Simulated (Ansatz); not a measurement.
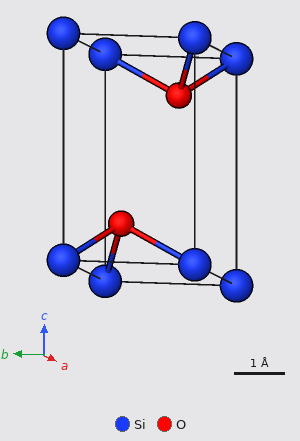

Normal modes of a crystal of SiO2 (a generated structure), space group P-3m1 (No. 164), at the zone centre. A ball-and-stick model of the cell of the calculation, seen from a free direction.

Method: Ansatz, DFT PBE+D3(BJ), scalar-relativistic, plane waves, PAW. (plane-wave cutoff 420 eV; k-point mesh 12 × 12 × 6; occupations fixed; no spin polarisation)

Frequencies are those without the non-analytic (LO–TO) term.

> Give the spectrum at this point.

The calculation's cell holds 3 atoms, so there are 6 optical modes, in 4 levels. The optical modes span E_g + E_u + A₁g + A₂u. No level is unstable.

```csv
level,symmetry,frequency (cm⁻¹),activity
1,E_g,539,Raman-active
2,E_u,556,infrared-active
3,A₁g,693,Raman-active
4,A₂u,838,infrared-active
```

The modes drawn as arrows (one member of each degenerate set):

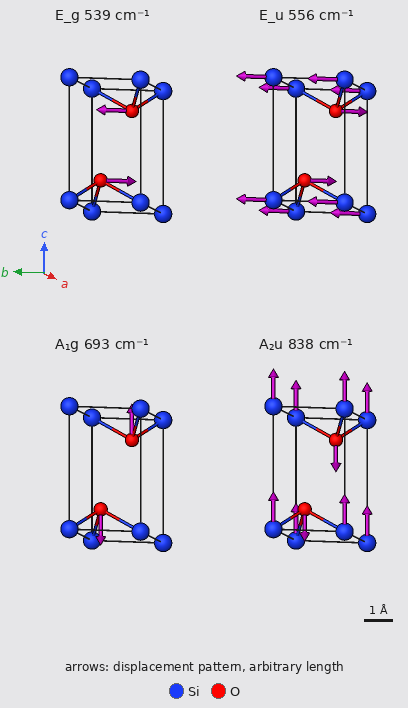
